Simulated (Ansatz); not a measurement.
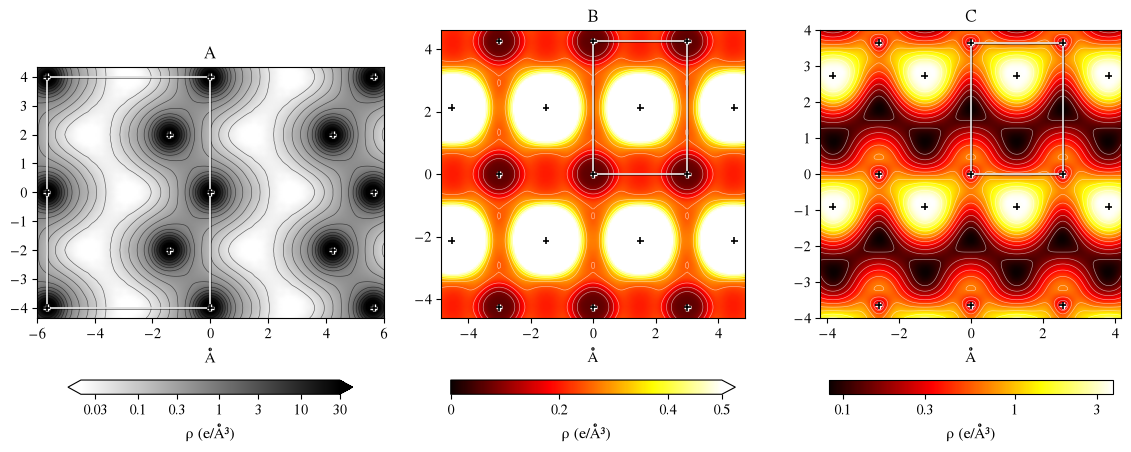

The valence electron density of 3 systems, each on a plane through atoms (crosses mark nuclei in the plane).

All numbers below come from Ansatz, DFT, PBE, plane-wave PAW, default files, scalar-relativistic, frozen cores.

System 1: Ge, the (011) plane of the conventional cell. Space group Fd-3m; computed pressure about 4 GPa in this cell.

System 2: AlRu, the (011̄) plane of the conventional cell. Space group Pm-3m; computed without spin polarisation.

```
Al Ru
1.0
     3.01141    0.00000    0.00000
     0.00000    3.01141    0.00000
     0.00000    0.00000    3.01141
Al Ru
1 1
Direct
  0.00000 0.00000 0.00000
  0.50000 0.50000 0.50000
```

System 3: BN, the (100) plane of the conventional cell. Space group I-4m2.

```yaml
crystal:
  lattice:
    - [1.80750, 1.80750, 0.00000]
    - [-1.80750, 1.80750, 0.00000]
    - [0.00000, 0.00000, 3.65115]
  atoms:
    - { symbol: B, position: [0.00000, 0.00000, 0.00000] }
    - { symbol: B, position: [0.50000, 0.50000, 0.50000] }
    - { symbol: N, position: [0.50000, 0.00000, 0.25000] }
    - { symbol: N, position: [0.00000, 0.50000, 0.75000] }
```

Question: Which map belongs to which system?

Answer: Panel A is system 1, Ge: the plane holds Ge. Ge–Ge (2.45 Å): the density is about 0.51 e/Å³ at the midpoint. Panel B is system 2, AlRu: the plane holds Al and Ru. Al–Ru (2.61 Å): ρ is about 0.35 e/Å³ halfway. Panel C is system 3, BN: the plane holds B and N. B–N (1.57 Å): the density is about 1.4 e/Å³ at the midpoint.
